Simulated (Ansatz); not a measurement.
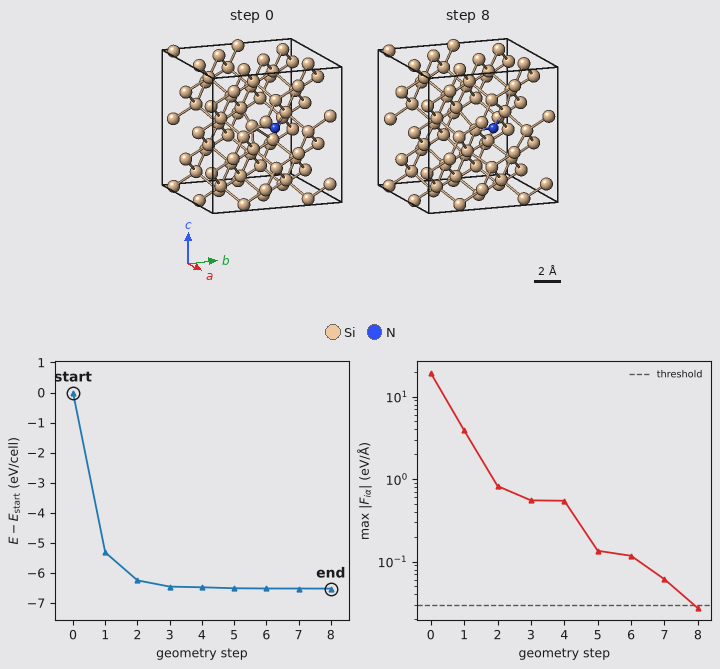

First and last geometry of a relaxation of a defect cell of composition Si64N (cell charge +1), with the history of the run. A ball-and-stick model of the cell of the calculation (origin shifted), seen slightly off an axis.

The calculation used DFT, PBEsol, PAW, plane waves (Ansatz). Settings: plane-wave cutoff 420 eV; k-point mesh 1 × 1 × 1; mesh shifted by (0.25, 0.25, 0.25); collinear spin; atoms relaxed in a fixed cell; force threshold 0.03 eV/Å; at most 80 steps.

### Did the run converge, and what did it change?

It converged. A Si atom moves most: 0.68 Å along [2 2 −1]. By element the largest moves are Si 0.68 Å, N 0.33 Å. The lattice vectors keep their values. Among the contacts that change: Si–Si 2.859 → 3.527 Å, Si–Si 1.676 → 2.328 Å, N–Si 1.976 → 1.662 Å, Si–Si 2.551 → 2.376 Å. Among the angles between lasting bonds that change: Si–Si–N 68.8° → 95.5°, Si–Si–Si 127.6° → 106.7°, Si–Si–Si 127.3° → 108.0°. After 8 geometry steps the energy has fallen by 6.524 eV per cell of the calculation. The largest force component goes from 19 to 0.027 eV/Å. The program noted that the starting moments weren't kept. The run took 20 s on 1 × NVIDIA GB300 Max-Q with 8 threads of Arm Neoverse-V2, peak memory 2 GiB.

```tsv
step	E − E(0), meV/atom	largest force component, eV/Å
0	0.00	19.4005
1	-81.82	3.9062
2	-96.15	0.8248
3	-99.34	0.5527
4	-99.68	0.5465
5	-100.18	0.1353
6	-100.30	0.1175
7	-100.33	0.0610
8	-100.36	0.0272
```

Limits of the set-up: the cell is charged, on a uniform background, and energies carry no finite-size correction.
